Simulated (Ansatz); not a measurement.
## Geometry relaxation of WSe₂ (part 2 of 2)

WSe₂ (6 atoms in the cell); DFT PBEsol+D3(BJ), scalar-relativistic, plane waves, PAW, no spin polarisation (Ansatz 0.2.0); cutoff 420 eV, 12×12×4 k-mesh, Gaussian smearing of 0.02 eV. The structure derives from a Materials Project entry. It belongs to a series of runs on one base structure; here: biaxial strain in the a-b plane, c and atoms relaxed: -4.5 %.

Geometry of the input (Å; fractional positions):
```
3.0851  0.0000  0.0000
-1.5426  2.6718  0.0000
0.0000  0.0000  12.7519
W  0.6667  0.3333  0.2499
W  0.3333  0.6667  0.7501
Se 0.3333  0.6667  0.3868
Se 0.6667  0.3333  0.8869
Se 0.3333  0.6667  0.1131
Se 0.6667  0.3333  0.6132
```

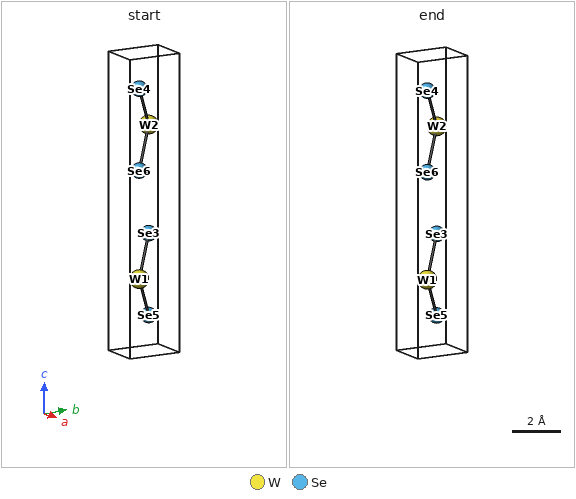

Figure 1. Before (left) and after (right) the relaxation, at one scale (ball-and-stick view of the cell of the calculation, seen slightly off an axis). The largest moves relative to the cell, 0.010 Å, are those of Se3 and Se6. By element the largest moves are Se 0.010 Å, W 0.001 Å. Cell: a = b stay at 3.085 Å, c 12.752 → 12.650 Å (−0.8 %). Volume −0.8 %. The space group stays P6_3/mmc (No. 194). The energy falls by 0.5 meV per atom in 4 geometry steps. The largest force component goes from 0.066 to 0.0015 eV/Å. The pressure goes from 8.53 to 9.38 GPa. The line search rejected the trial step at point 1 (counted from 0) and went back. A last SCF at the same geometry on a re-selected plane-wave basis shifts the energy by +0.0 meV per atom. (Atoms are counted from 1 in the order of the input.)

```
basis re-selected at this cell: Δ(F+E_penalty+E_count) = +1.978e-4 eV, ΔP = +0.000 GPa vs the last step (what re-selecting the basis moved, of the pressure what is left beyond the Pulay correction that the steps carried, after the strain that the cell walked since its last selection, with what the two solves' SCF thresholds leave and, on support functions, any second-order correction that the steps lacked; it is no measure of the basis error at this ecutwfc). This SCF's stress stands 2.08e-3 GPa from its target on what of the cell is left free (relax.cell.stress_tol is 1.50e-2 GPa) and its largest allowed force component is 1.46e-3 eV/Å (relax.f_tol is 8.00e-3 eV/Å): within both
SCF converged after 6 iterations
Free energy (F): -42215.875669 eV
Harris-Foulkes:  -42215.875669 eV  (|F-HF|=7.28e-12)
Internal energy: -42215.875669 eV  (E = F + TS)
E sigma→0 (E₀):  -42215.875669 eV
Fermi energy:    15.892225 eV
--- Per-component energies (eV) ---
  E_band       = -1437.383724
  E_kinetic    = 1395.678276
  E_local      = -10013.752143  (includes V_loc(G=0)·N_el)
  E_nonlocal   = -2361.840093
  E_hartree    = 4904.617983
  E_xc         = -953.170397
  E_vxc        = -881.999603  (∫ρ·V_xc dr)
  E_paw        = -24344.660108  (= ΣΔE_a)
  E_vpaw       = 615.296345  (= ΣTr[D̂ρ^β])
  E_aug_tail   = -0.002444  (compensation charges beyond the density's cutoff)
  E_ewald      = -10844.141288
  E_disp       = -3.082842  (pairwise vdW)
  E_core_change = 4.477386  (= ΣΔE_core)
  E_smearing   = -0.000000  (= −TS)
  E_closure    = -0.000000  (closes the sum)
  Σ components = -42215.875669   (vs F -42215.875669, Δ=0.00e0)
--- Forces (eV/Å), atoms counted from 1 ---
  atom   1  W     -0.00000000     0.00000000    -0.00040892
  atom   2  W      0.00000000     0.00000000     0.00040892
  atom   3  Se     0.00000000     0.00000000    -0.00098126
  atom   4  Se    -0.00000000    -0.00000000     0.00146175
  atom   5  Se     0.00000000     0.00000000    -0.00146175
  atom   6  Se    -0.00000000    -0.00000000     0.00098126
  max |Σ_I F_I| component: 6.94e-18 eV/Å
--- Stress (GPa, compression-positive) ---
       14.074285       0.000000      -0.000000
        0.000000      14.074285       0.000000
       -0.000000       0.000000       0.002083
  P = ⅓ Tr σ = 9.3836 GPa (93.836 kbar)
--- Band table (eV; the first three rows and the last of 69) ---
  k-point 0: bands = ["-58.2356", "-58.2356", "-32.2191", "-32.2191", "-32.2188", "-32.2188", "-32.2184", "-32.2184", "-32.2182", "-32.2182", "-32.1975", "-32.1975", "-32.1965", "-32.1965", "-32.1964", "-32.1964", "-32.1954", "-32.1954", "-32.1914", "-32.1906", "-32.1900", "-32.1892", "-22.6886", "-22.6885", "-22.3055", "-22.3055", "-22.3054", "-22.3054", "-0.4496", "0.0428", "0.6198", "1.3997", "7.5739", "9.1797", "10.9410", "13.4647", "13.4647", "13.4863", "13.4863", "13.5781", "14.4773", "14.7927", "14.7927", "14.8774", "14.8774", "15.3787", "18.9091", "18.9091", "18.9856", "18.9856", "19.0972", "19.0972", "19.2628", "19.2628", "21.4723", "22.0768"]
  k-point 1: bands = ["-58.2356", "-58.2356", "-32.2190", "-32.2190", "-32.2189", "-32.2189", "-32.2184", "-32.2184", "-32.2182", "-32.2182", "-32.1974", "-32.1974", "-32.1968", "-32.1968", "-32.1960", "-32.1960", "-32.1955", "-32.1955", "-32.1913", "-32.1908", "-32.1898", "-32.1893", "-22.6886", "-22.6885", "-22.3054", "-22.3054", "-22.3054", "-22.3054", "-0.4035", "-0.0823", "0.7836", "1.3077", "7.7428", "8.8079", "11.3945", "13.0947", "13.4677", "13.4677", "13.4830", "13.4830", "14.7741", "14.8050", "14.8050", "14.8649", "14.8649", "15.3170", "18.9217", "18.9217", "18.9754", "18.9754", "19.1196", "19.1196", "19.2370", "19.2370", "21.5737", "22.0015"]
  k-point 2: bands = ["-58.2356", "-58.2356", "-32.2190", "-32.2190", "-32.2189", "-32.2189", "-32.2183", "-32.2183", "-32.2183", "-32.2183", "-32.1972", "-32.1972", "-32.1971", "-32.1971", "-32.1958", "-32.1958", "-32.1956", "-32.1956", "-32.1912", "-32.1910", "-32.1896", "-32.1894", "-22.6885", "-22.6885", "-22.3054", "-22.3054", "-22.3054", "-22.3054", "-0.2725", "-0.2708", "1.0699", "1.0716", "8.2000", "8.2027", "12.2446", "12.2470", "13.4752", "13.4752", "13.4753", "13.4753", "14.8347", "14.8347", "14.8350", "14.8350", "15.1177", "15.1214", "18.9491", "18.9491", "18.9502", "18.9502", "19.1766", "19.1766", "19.1769", "19.1769", "21.8007", "21.8010"]
  k-point 68: bands = ["-58.2059", "-58.2059", "-32.2158", "-32.2158", "-32.2134", "-32.2133", "-32.2133", "-32.2133", "-32.2129", "-32.2128", "-32.2006", "-32.2005", "-32.1994", "-32.1994", "-32.1983", "-32.1982", "-32.1979", "-32.1979", "-32.1861", "-32.1861", "-32.1839", "-32.1839", "-22.6427", "-22.6427", "-22.6038", "-22.6038", "-22.5801", "-22.5801", "2.8640", "2.8640", "3.0306", "3.0306", "9.3110", "9.3120", "9.4795", "9.4795", "10.5098", "10.5110", "10.8890", "10.8890", "12.1499", "12.1499", "12.4969", "12.4969", "15.2546", "15.2556", "17.6300", "17.6325", "17.9537", "17.9537", "19.1096", "19.1096", "20.4047", "20.4047", "22.4993", "22.4993"]
--- Relaxed structure (5 steps of the walk, 4 accepted, 1 SCFs on fresh bases) ---
  F+E_penalty+E_count = -42215.87566944 eV   max|allowed force component| = 1.462e-3 eV/Å   (the final SCF, on the basis selected at the relaxed cell)
  cell:  # Å, volume = 104.2733 Å³
    - [3.085108145327659, 2.886748874841584e-11, 1.4733184602544393e-29]
    - [-1.5425540726888296, 2.671782027261613, 1.3645857143310564e-18]
    - [-4.3789155739663446e-32, 6.5129195019975575e-18, 12.650322245765576]
  atoms:
    - { symbol: W, position: [0.6666666666666666, 0.33333333333333326, 0.25005456625283107] }
    - { symbol: W, position: [0.3333333333333333, 0.6666666666666665, 0.7499454337471692] }
    - { symbol: Se, position: [0.3333333333333333, 0.6666666666666665, 0.38758397263270244] }
    - { symbol: Se, position: [0.6666666666666666, 0.33333333333333326, 0.8874730333745825] }
    - { symbol: Se, position: [0.3333333333333333, 0.6666666666666665, 0.11252696662541758] }
    - { symbol: Se, position: [0.6666666666666666, 0.33333333333333326, 0.6124160273672977] }
```

Trajectory as extended XYZ (Å, eV, eV/Å), 6 frames, from step=1 to step=6:
```
6
Lattice="3.0851 0.0000 0.0000 -1.5426 2.6718 0.0000 0.0000 0.0000 12.7519" Properties=species:S:1:pos:R:3:forces:R:3 step=1 energy=-42215.87286 pressure_GPa=8.53
W     1.5426    0.8906    3.1873    0.0000   0.0000   0.0006
W     0.0000    1.7812    9.5646    0.0000   0.0000  -0.0006
Se    0.0000    1.7812    4.9324    0.0000   0.0000  -0.0636
Se    1.5426    0.8906   11.3098    0.0000   0.0000  -0.0656
Se    0.0000    1.7812    1.4422    0.0000   0.0000   0.0656
Se    1.5426    0.8906    7.8195    0.0000   0.0000   0.0636
6
Lattice="3.0851 0.0000 0.0000 -1.5426 2.6718 0.0000 0.0000 0.0000 12.4800" Properties=species:S:1:pos:R:3:forces:R:3 step=2 energy=-42215.86824 pressure_GPa=10.20 accepted=F
W     1.5426    0.8906    3.1264    0.0000   0.0000  -0.0089
W     0.0000    1.7812    9.3535    0.0000   0.0000   0.0089
Se    0.0000    1.7812    4.8638    0.0000   0.0000  -0.0468
Se    1.5426    0.8906   11.0909    0.0000   0.0000  -0.0218
Se    0.0000    1.7812    1.3891    0.0000   0.0000   0.0218
Se    1.5426    0.8906    7.6162    0.0000   0.0000   0.0468
6
Lattice="3.0851 0.0000 0.0000 -1.5426 2.6718 0.0000 0.0000 0.0000 12.6574" Properties=species:S:1:pos:R:3:forces:R:3 step=3 energy=-42215.87400 pressure_GPa=9.82
W     1.5426    0.8906    3.1478    0.0000   0.0000   0.0190
W     0.0000    1.7812    9.5096    0.0000   0.0000  -0.0190
Se    0.0000    1.7812    4.8834    0.0000   0.0000   0.1092
Se    1.5426    0.8906   11.2452    0.0000   0.0000   0.0627
Se    0.0000    1.7812    1.4122    0.0000   0.0000  -0.0627
Se    1.5426    0.8906    7.7740    0.0000   0.0000  -0.1092
6
Lattice="3.0851 0.0000 0.0000 -1.5426 2.6718 0.0000 0.0000 0.0000 12.6431" Properties=species:S:1:pos:R:3:forces:R:3 step=4 energy=-42215.87535 pressure_GPa=9.58
W     1.5426    0.8906    3.1711    0.0000   0.0000  -0.0141
W     0.0000    1.7812    9.4719    0.0000   0.0000   0.0141
Se    0.0000    1.7812    4.9092    0.0000   0.0000   0.0148
Se    1.5426    0.8906   11.2102    0.0000   0.0000   0.0428
Se    0.0000    1.7812    1.4329    0.0000   0.0000  -0.0428
Se    1.5426    0.8906    7.7339    0.0000   0.0000  -0.0148
6
Lattice="3.0851 0.0000 0.0000 -1.5426 2.6718 0.0000 0.0000 0.0000 12.6503" Properties=species:S:1:pos:R:3:forces:R:3 step=5 energy=-42215.87587 pressure_GPa=9.38
W     1.5426    0.8906    3.1633    0.0000   0.0000  -0.0004
W     0.0000    1.7812    9.4871    0.0000   0.0000   0.0004
Se    0.0000    1.7812    4.9031    0.0000   0.0000  -0.0010
Se    1.5426    0.8906   11.2268    0.0000   0.0000   0.0015
Se    0.0000    1.7812    1.4235    0.0000   0.0000  -0.0015
Se    1.5426    0.8906    7.7473    0.0000   0.0000   0.0010
6
Lattice="3.0851 0.0000 0.0000 -1.5426 2.6718 0.0000 0.0000 0.0000 12.6503" Properties=species:S:1:pos:R:3:forces:R:3 step=6 energy=-42215.87567 pressure_GPa=9.38
W     1.5426    0.8906    3.1633    0.0000   0.0000  -0.0004
W     0.0000    1.7812    9.4871    0.0000   0.0000   0.0004
Se    0.0000    1.7812    4.9031    0.0000   0.0000  -0.0010
Se    1.5426    0.8906   11.2268    0.0000   0.0000   0.0015
Se    0.0000    1.7812    1.4235    0.0000   0.0000  -0.0015
Se    1.5426    0.8906    7.7473    0.0000   0.0000   0.0010
```

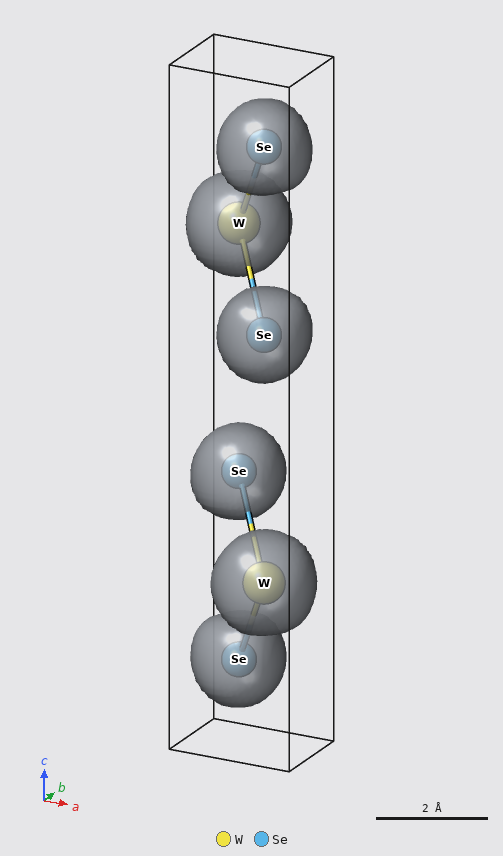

Figure 2. Isosurface of the valence pseudo-density at 0.8 e/Å³ (grey), seen slightly off an axis. Sticks mark near contacts. The outline is the cell set on symmetry axes. At this value the density breaks into separate islands; it holds about 75 % of the electrons treated as valence (semicore included). It is pinched off along the W–Se (2.49 Å) contacts. On the grid the lowest density along these lines, outside the cores, is 0.59 e/Å³ (W–Se, 2.49 Å). The fields are those of the smooth PAW valence density.

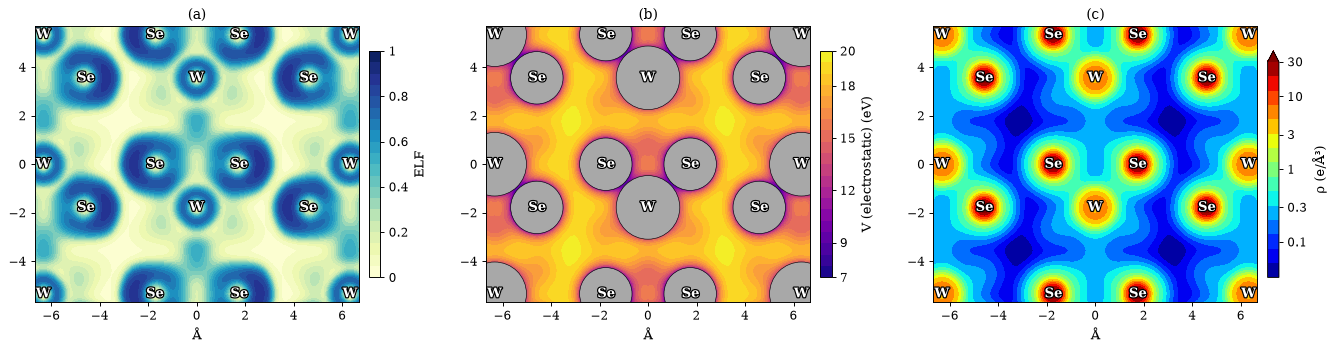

Figure 3. (a) electron localisation function; (b) electrostatic potential (local pseudopotential plus Hartree) felt by an electron; (c) valence pseudo-density on the (110) plane of the conventional cell. Grey discs, where drawn, cover atomic cores. Atoms in the plane: W and Se. W–Se (2.49 Å): ρ at the midpoint is about 0.59 e/Å³; the ELF is about 0.50 at the midpoint. Away from the nuclei the density in this plane falls to 0.03 e/Å³ at its lowest. The ELF has a maximum of about 0.55 in the space between the atoms. The strong features right at W lie inside the PAW spheres (semicore, d or f shells) and say nothing about bonding. Outside the cores the potential energy rises away from the atoms and is highest about 2.3 Å from the nearest atoms; outside the discs it spans about 12 eV, and its zero is arbitrary.

Results in brief:

- outcome: converged
- space group (tolerance 0.01 Å): P6₃/mmc (194)
- electrons treated: 92
- free energy: −42215.8757 eV
- Fermi energy: 15.892 eV
- gap on the k-point mesh: 0.66 eV
- pressure: 9.38 GPa
- final volume: 104.27 Å³
- largest force (length of the vector) at the end: 0.001 eV/Å
- final cell: a = 3.085 Å, b = 3.085 Å, c = 12.650 Å, α = 90.00°, β = 90.00°, γ = 120.00°
- wall time: 50 s
- peak memory: 0.67 GiB

Notes:

Spin–orbit coupling is left out, which matters for W.
